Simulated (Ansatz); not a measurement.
Consider this structure, Si.

```cif
data_structure
_symmetry_space_group_name_H-M 'P6/mmm'
_symmetry_Int_Tables_number 191
_cell_length_a 4.4308
_cell_length_b 4.4308
_cell_length_c 2.5463
_cell_angle_alpha 90.000
_cell_angle_beta 90.000
_cell_angle_gamma 120.000
_cell_volume 43.29
loop_
_atom_site_label
_atom_site_type_symbol
_atom_site_symmetry_multiplicity
_atom_site_Wyckoff_symbol
_atom_site_fract_x
_atom_site_fract_y
_atom_site_fract_z
_atom_site_occupancy
Si1 Si 1 a 0.00000 0.00000 0.00000 1
Si2 Si 2 d 0.33333 0.66667 0.50000 1
```

Structure used: the geometry relaxed with Ansatz, DFT, PBEsol, plane waves (420 eV) with PAW, scalar-relativistic; the starting structure was generated, so it need not be a known form of this composition.

Q: Predict the first 2 clear peaks of the neutron G(r) with σ = 0.10 Å, and name the atom pairs.

A: 1. 2.56 Å: Si–Si at 2.55–2.56 Å
2. 2.85 Å: Si–Si at 2.86 Å

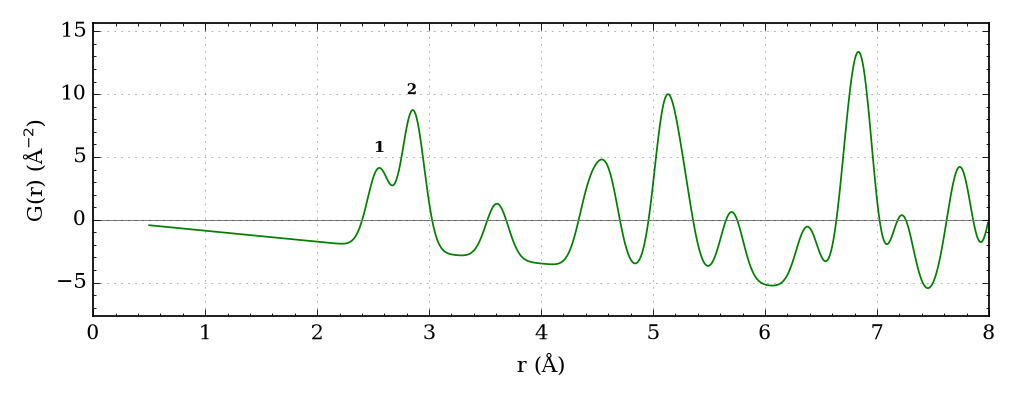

Computed neutron G(r), with each pair weighted by the product of the tabulated coherent neutron scattering lengths (natural isotope mix where the element has one) and a uniform peak width σ = 0.10 Å. There is no Q-range truncation.
